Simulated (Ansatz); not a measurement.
W₁₄Se₂₇: single-point calculation (part 2 of 2)

Continued. System: W₁₄Se₂₇ (defect cell, 41 atoms in the cell). Method: DFT, PBE, dispersion d3bj, plane waves, PAW, no spin polarisation (Ansatz 0.2.0); cutoff 420 eV, 2×2×2 k-mesh, Gaussian smearing of 0.01 eV. The structure derives from a Materials Project entry.

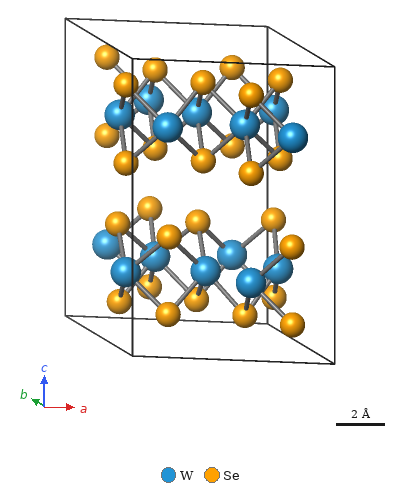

*The input geometry (ball-and-stick view of the cell of the calculation, seen slightly off an axis). An atom can appear more than once, as a periodic image.*

Output, continued:
```
  k-point 0: bands = ["-61.3342", "-61.3293", "-61.3293", "-61.3220", "-61.3140", "-61.3140", "-61.2860", "-61.2776", "-61.2776", "-61.2767", ... 154 levels left out ..., "-25.5714", "-25.5714", "-25.5633", "-25.5515", "-25.5515", "-25.5478", "-25.5478", "-25.5447", "-25.5330", "-25.5330", "-25.5323", "-25.5316", "-25.5316", "-25.5300", "-25.5072", "-25.5070", "-25.5070", "-25.5063", "-25.5063", "-25.5059", "-25.4927", "-25.4855", "-25.4855", "-25.4376", "-25.4376", "-25.4184", "-25.4184", "-2.3227", "-2.0028",
      "-1.1891", "-0.6933", "-0.6834", "-0.6834", "-0.6467", "-0.6467", "-0.6226", "-0.5638", "-0.4441", "-0.4441", "-0.4307", "-0.4307", "-0.4165", "-0.3284", "-0.2842", "-0.2842", "-0.2272", "-0.2272", "-0.1991", "-0.0789", "-0.0170", "-0.0170", "0.0247", "0.0247", "0.0589", "5.7845", "6.7796", "6.9324", "6.9324", "6.9325", "6.9949", "6.9949", "7.0497", "7.1419", "7.2003", "7.2171", "7.2171", "7.3530", "7.3530", "7.7325",
      "7.8769", "7.8796", "7.8796", "7.9221", "7.9221", "7.9570", "7.9570", "7.9787", "7.9787", "7.9807", "7.9946", "8.0571", "8.0571", "8.0620", "8.2201", "8.4743", "8.4743", "8.7247", "8.7464", "8.7464", "8.7875", "8.7875", "8.9016", "9.0308", "9.0308", "9.0358", "9.1388", "9.1791", "9.1791", "9.5170", "9.6043", "9.6043", "9.6297", "9.7684", "9.8273", "9.8273", "10.1038", "10.2026", "10.2026", "10.2598",
      "10.2719", "10.2719", "10.3327", "10.3327", "10.3567", "10.3567", "10.3582", "10.4660", "10.4660", "10.4914", "10.7332", "10.7332", "10.7668", "10.7668", "10.7974", "10.8654", "10.9129", "10.9129", "11.0045", "11.0045", "11.1079", "11.2586", "11.2586", "11.4270", "11.4934", "11.4934", "11.7405", "11.7405", "11.7533", "11.8723", "11.9308", "11.9395", "11.9395", "11.9648", "11.9648", "11.9758", "12.0389", "12.0637", "12.0637", "12.3998",
      "12.9409", "13.9115", "13.9115", "14.1510", "14.1510", "14.2593", "14.3200", "14.3413", "14.3413", "14.9154", "15.0959", "15.0959", "15.1130", "15.1130", "15.2162", "15.2187", "15.2744", "15.2744", "15.2766", "15.3187", "15.3187", "15.3487", "15.3487", "15.3710", "15.3886", "15.3886", "15.4372", "15.4986", "15.4986", "15.5348", "15.5471", "15.5471", "15.5899", "15.6347", "15.6347", "15.7074", "15.7074", "15.8294", "15.8294", "16.1959",
      "16.1959", "16.2193", "16.3046", "16.3046", "16.3653", "16.4443", "16.4443", "16.5932", "16.5932", "16.6289", "16.9750"]
  k-point 1: bands = ["-61.3342", "-61.3293", "-61.3293", "-61.3220", "-61.3140", "-61.3140", "-61.2860", "-61.2776", "-61.2776", "-61.2767", ... 154 levels left out ..., "-25.5714", "-25.5714", "-25.5633", "-25.5515", "-25.5515", "-25.5478", "-25.5478", "-25.5447", "-25.5330", "-25.5330", "-25.5323", "-25.5316", "-25.5316", "-25.5300", "-25.5072", "-25.5070", "-25.5070", "-25.5063", "-25.5063", "-25.5059", "-25.4927", "-25.4855", "-25.4855", "-25.4376", "-25.4376", "-25.4184", "-25.4184", "-2.2426", "-2.1361",
      "-0.9577", "-0.8751", "-0.6336", "-0.6336", "-0.5869", "-0.5869", "-0.5714", "-0.5651", "-0.5587", "-0.5587", "-0.5464", "-0.5464", "-0.5192", "-0.3293", "-0.1497", "-0.1497", "-0.1020", "-0.1020", "-0.1001", "-0.0874", "-0.0874", "-0.0768", "-0.0443", "-0.0443", "0.0086", "6.2186", "6.3367", "6.8653", "7.0648", "7.0664", "7.0664", "7.0721", "7.0721", "7.0751", "7.0894", "7.0894", "7.1096", "7.2823", "7.2823", "7.7049",
      "7.7770", "7.7857", "7.7857", "7.7985", "7.7985", "7.8134", "7.8445", "7.8445", "7.9936", "8.0952", "8.0952", "8.3497", "8.3906", "8.3906", "8.4104", "8.4127", "8.4127", "8.4389", "8.4389", "8.4835", "8.7251", "8.7251", "8.8100", "9.4035", "9.4237", "9.4237", "9.4478", "9.4478", "9.4507", "9.4869", "9.4869", "9.5086", "9.6417", "9.7698", "9.7698", "10.1520", "10.2279", "10.2319", "10.2319", "10.2707",
      "10.2707", "10.2816", "10.2862", "10.2862", "10.3312", "10.3552", "10.3552", "10.3987", "10.4224", "10.4224", "10.4718", "10.6879", "10.6879", "10.8176", "10.8176", "10.8246", "10.8330", "10.8330", "10.8340", "10.8655", "10.8655", "11.0208", "11.2500", "11.2500", "11.4910", "11.4910", "11.6847", "11.7447", "11.7447", "11.8050", "11.9558", "11.9558", "11.9640", "11.9657", "11.9660", "11.9660", "12.0623", "12.0623", "12.1674", "12.7636",
      "12.8046", "13.9416", "13.9416", "14.3451", "14.5045", "14.5045", "14.5160", "14.5261", "14.5261", "14.5636", "14.5636", "14.7152", "14.7152", "14.7568", "14.8375", "15.2421", "15.3441", "15.3441", "15.3485", "15.3485", "15.3488", "15.3582", "15.3582", "15.3629", "15.4073", "15.4433", "15.4433", "15.6246", "15.6246", "15.6672", "15.6672", "15.7907", "15.8173", "15.8173", "15.8704", "15.8704", "15.9125", "15.9125", "15.9193", "15.9380",
      "15.9380", "16.0087", "16.0636", "16.0636", "16.2078", "16.7079", "16.7079", "16.9925", "17.0250", "17.0250", "17.0604"]
  k-point 2: bands = ["-61.3332", "-61.3303", "-61.3295", "-61.3223", "-61.3139", "-61.3137", "-61.2831", "-61.2822", "-61.2785", "-61.2775", ... 154 levels left out ..., "-25.5624", "-25.5606", "-25.5599", "-25.5598", "-25.5523", "-25.5502", "-25.5495", "-25.5487", "-25.5466", "-25.5397", "-25.5394", "-25.5384", "-25.5257", "-25.5222", "-25.5213", "-25.5127", "-25.5120", "-25.4941", "-25.4921", "-25.4843", "-25.4837", "-25.4821", "-25.4786", "-25.4574", "-25.4567", "-25.4342", "-25.4211", "-1.8295", "-1.7904",
      "-1.5326", "-1.4747", "-0.9999", "-0.9550", "-0.9144", "-0.8546", "-0.7403", "-0.6726", "-0.4750", "-0.4574", "-0.4433", "-0.3601", "-0.2442", "-0.1423", "-0.1208", "-0.0825", "-0.0728", "-0.0457", "0.0115", "0.0290", "0.0441", "0.1058", "0.1185", "0.1683", "0.2275", "6.0960", "6.4113", "6.4370", "6.4701", "6.7555", "6.7734", "6.9609", "6.9963", "7.0146", "7.0663", "7.2783", "7.3200", "7.3404", "7.3938", "7.4488",
      "7.4788", "7.6189", "7.6352", "7.6720", "7.7187", "7.7995", "7.8131", "8.0077", "8.0850", "8.1582", "8.3155", "8.3785", "8.4483", "8.5684", "8.5800", "8.6903", "8.7945", "8.8079", "8.8305", "8.8468", "8.8659", "8.9012", "9.0218", "9.0327", "9.0461", "9.1013", "9.2428", "9.2566", "9.3148", "9.4175", "9.4668", "9.5922", "9.6237", "9.6754", "9.7445", "9.7947", "9.9282", "9.9748", "10.0232", "10.0523",
      "10.2668", "10.3170", "10.3523", "10.3976", "10.4645", "10.4935", "10.5605", "10.6101", "10.6377", "10.6931", "10.7397", "10.7845", "10.7881", "10.8029", "10.8294", "10.9125", "10.9300", "10.9519", "11.0615", "11.0852", "11.1437", "11.2537", "11.4208", "11.4771", "11.5565", "11.6104", "11.6961", "11.7450", "11.7493", "11.7778", "11.8143", "11.8563", "11.8794", "11.9166", "12.0392", "12.1120", "12.1828", "12.2122", "12.2785", "12.4374",
      "12.4698", "13.7143", "13.9021", "14.2632", "14.3167", "14.4864", "14.5596", "14.6171", "14.6853", "14.7713", "14.8206", "14.9274", "14.9853", "15.0301", "15.0481", "15.0546", "15.0666", "15.0935", "15.1054", "15.1541", "15.1625", "15.2148", "15.2422", "15.2905", "15.3001", "15.3499", "15.4077", "15.4237", "15.4469", "15.4697", "15.5424", "15.5814", "15.6358", "15.7036", "15.7255", "15.8445", "16.0221", "16.0379", "16.0668", "16.1736",
      "16.2418", "16.2744", "16.3228", "16.3655", "16.4422", "16.5304", "16.5791", "16.6095", "16.6994", "16.8586", "16.9207"]
  k-point 3: bands = ["-61.3332", "-61.3303", "-61.3295", "-61.3223", "-61.3139", "-61.3137", "-61.2831", "-61.2822", "-61.2785", "-61.2775", ... 154 levels left out ..., "-25.5624", "-25.5606", "-25.5598", "-25.5598", "-25.5523", "-25.5503", "-25.5495", "-25.5487", "-25.5466", "-25.5397", "-25.5394", "-25.5384", "-25.5256", "-25.5222", "-25.5212", "-25.5127", "-25.5120", "-25.4941", "-25.4921", "-25.4843", "-25.4837", "-25.4821", "-25.4786", "-25.4574", "-25.4567", "-25.4342", "-25.4211", "-1.7301", "-1.7254",
      "-1.6950", "-1.5908", "-0.9268", "-0.8904", "-0.8782", "-0.7892", "-0.6940", "-0.6817", "-0.6394", "-0.5524", "-0.2871", "-0.2562", "-0.2449", "-0.2257", "-0.1813", "-0.1254", "-0.0649", "-0.0323", "-0.0031", "0.0244", "0.0442", "0.1159", "0.1486", "0.1548", "0.2154", "6.2030", "6.3098", "6.7767", "6.8349", "6.8423", "6.8493", "6.8817", "6.9112", "6.9454", "7.0002", "7.1846", "7.2096", "7.2234", "7.2856", "7.3099",
      "7.3251", "7.3330", "7.3888", "7.6023", "7.7420", "7.7878", "7.8335", "7.8800", "8.0712", "8.3883", "8.4141", "8.4465", "8.4730", "8.4911", "8.5681", "8.6010", "8.6089", "8.7892", "8.8207", "8.9452", "9.0328", "9.0347", "9.1114", "9.1545", "9.1654", "9.2710", "9.3668", "9.5560", "9.5594", "9.6234", "9.6342", "9.6504", "9.6779", "9.7204", "9.7559", "9.7991", "9.8025", "9.8363", "9.9381", "10.0452",
      "10.2153", "10.3517", "10.3580", "10.3763", "10.4029", "10.4190", "10.4779", "10.4878", "10.5673", "10.5958", "10.6606", "10.7121", "10.7791", "10.7964", "10.7994", "10.8099", "10.8314", "10.9371", "11.0222", "11.0561", "11.1493", "11.2946", "11.3728", "11.4007", "11.5042", "11.5826", "11.6047", "11.6300", "11.7277", "11.7539", "11.7580", "11.7710", "12.0051", "12.0242", "12.1149", "12.1499", "12.1962", "12.3021", "12.3405", "12.3424",
      "12.3834", "13.7124", "13.9325", "14.4941", "14.5683", "14.5922", "14.6146", "14.6755", "14.7150", "14.7361", "14.7419", "14.7460", "14.7705", "14.8947", "14.9995", "15.1106", "15.1243", "15.1318", "15.1526", "15.1882", "15.2083", "15.2159", "15.2873", "15.3150", "15.4131", "15.4516", "15.4752", "15.4813", "15.5008", "15.5213", "15.5508", "15.5972", "15.5976", "15.8305", "15.8685", "15.9045", "15.9705", "15.9946", "16.0356", "16.0589",
      "16.1187", "16.2003", "16.3373", "16.3444", "16.4234", "16.4295", "16.4766", "16.6055", "16.8705", "16.9254", "16.9271"]
```

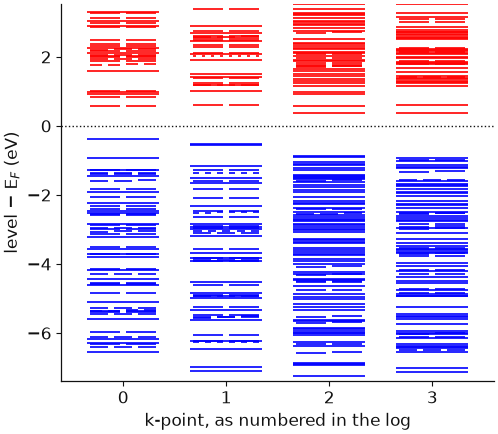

*Kohn–Sham levels near the Fermi level (dotted) at the few k-points that the log prints; levels within 0.02 eV of each other stand side by side.*

Among these points the highest filled and lowest empty levels are 0.77 eV apart, which is the gap on the mesh.

Results in brief:

| quantity | value |
| --- | --- |
| outcome | converged |
| electrons treated | 628 |
| free energy | −293091.5995 eV |
| Fermi energy | 13.327 eV |
| gap on the k-point mesh | 0.77 eV |
| largest force (length of the vector) | 0.010 eV/Å |
| hardware | 4 threads of Intel Xeon (Granite Rapids), 16 GiB of memory available, shared host |
| wall time | 18 s (CPU time 65 s) |
| peak memory | 5.6 GiB |

Remarks:

Settings chosen away from the usual ones: basis.ecutrho_ratio set to 8. Spin–orbit coupling is left out, which matters for W.
